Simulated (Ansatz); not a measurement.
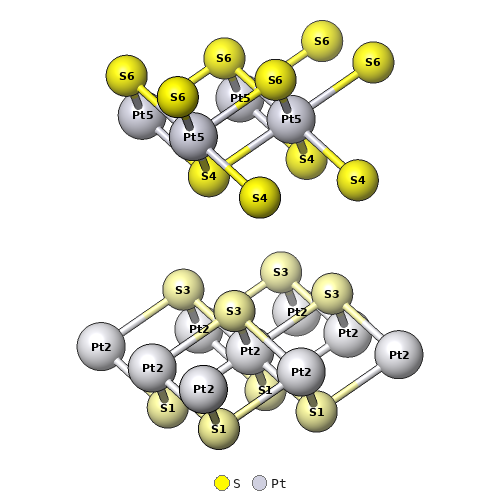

The system is a bilayer of two PtS₂ sheets (1T type) (6 atoms in the cell); the picture shows the reference structure; the lower layer is drawn fainter. The upper layer of a bilayer is slid along a line and lifted, both layers rigid. First axis: slide of the upper layer along the first surface vector, from S4 above S3. Second axis: distance between the facing planes of atoms. The grid has 6 × 6 points; 24 points were computed and 12 follow by symmetry. Points are written as (first, second). Energies: mJ/m², counted from the lowest grid point. Method: DFT PBE+D3(BJ), scalar-relativistic, plane waves, PAW (Ansatz). Settings: cutoff 420 eV, k-mesh 9×9×1, gaussian smearing 0.05 eV, no spin polarisation.

Its coordinates:

```
CELL_PARAMETERS angstrom
3.54153 0.00000 0.00000
-1.77076 3.06705 0.00000
0.00000 0.00000 22.46706
ATOMIC_POSITIONS crystal
S 0.66667 0.33333 0.20029
Pt 0.00000 0.00000 0.25556
S 0.33333 0.66667 0.31083
S 0.83333 0.66667 0.44169
Pt 0.16667 0.33333 0.49696
S 0.50000 0.00000 0.55223
```

Range: slide of the upper layer along the first surface vector from 0.00 to 2.95 Å; distance between the facing planes of atoms from 2.94 to 4.74 Å.

### Predict the map.

The lowest grid point is at (1.77 Å, 2.94 Å). It lies at the edge of the scanned range, so the true minimum may lie outside. The highest grid point, (0.00 Å, 2.94 Å), lies 311 mJ/m² above the lowest.

```csv
"second ↓, first →",0.00,0.59,1.18,1.77,2.36,2.95
4.74,262,262,262,262,262,262
4.14,196,194,191,190,191,194
3.74,149,143,130,124,130,143
3.46,137,120,88,73,88,120
3.21,170,131,61,30,61,131
2.94,311,221,67,0,67,221
```

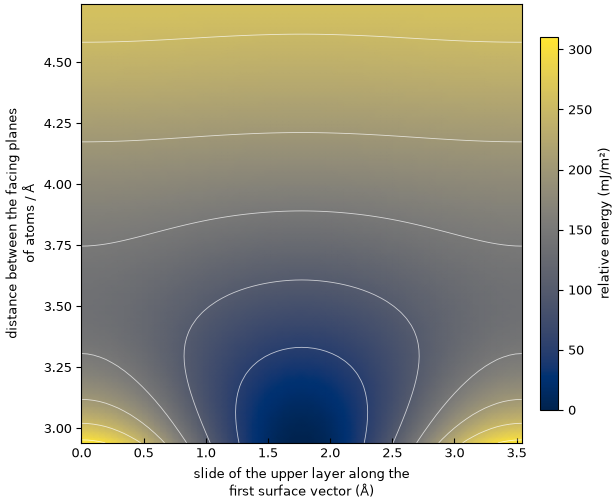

Drawn: a smooth colour map with a few white contour lines. Between grid points the surface is interpolated.

Each point was launched as `ansatz run input.yaml --threads 1 --pin off --max-ram 3072MiB --backend cpu --events-out ev --progress --plain --runs-dir out`. The whole map (24 points run) took 11 min on 1 thread of Arm Neoverse V2, with other jobs on the host.

PAW datasets: the set soft_1.
